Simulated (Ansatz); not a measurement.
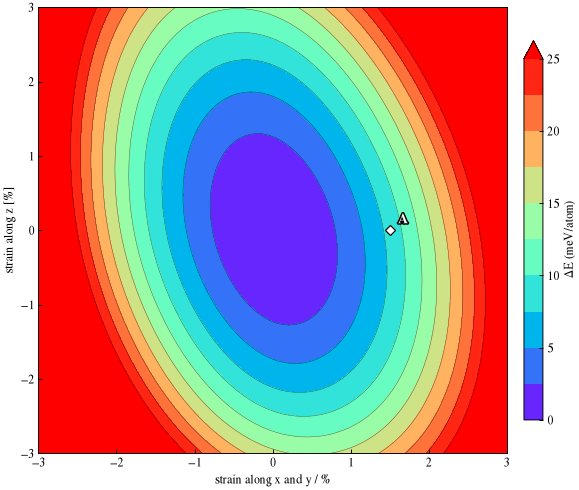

C (Im-3m, No. 229; 8 atoms in the cell). The cell is strained homogeneously, by one strain along x and y and another along z, with fractional coordinates fixed (x, y and z along the cube axes). The first coordinate is: strain along x and y; the second: strain along z. Grid: 5 × 5 points. Points are written as (first, second). Energies: meV/atom, counted from the lowest grid point. Computed with DFT LDA, scalar-relativistic, plane waves, PAW (Ansatz 0.2.0). Settings: cutoff 420 eV, k-mesh 8×8×8, gaussian smearing 0.05 eV, no spin polarisation.

Drawn: filled contours, one colour for all values above the top of the scale, the point A. Between grid points the surface is interpolated.

Is A at rest? If not, where is it pushed?

Answer. A, at (1.5 %, 0.0 %), is not a stationary point. The computed force is 11 meV/atom for each 1 % towards smaller values of strain along x and y and 1.8 meV/atom for each 1 % towards smaller values of strain along z.
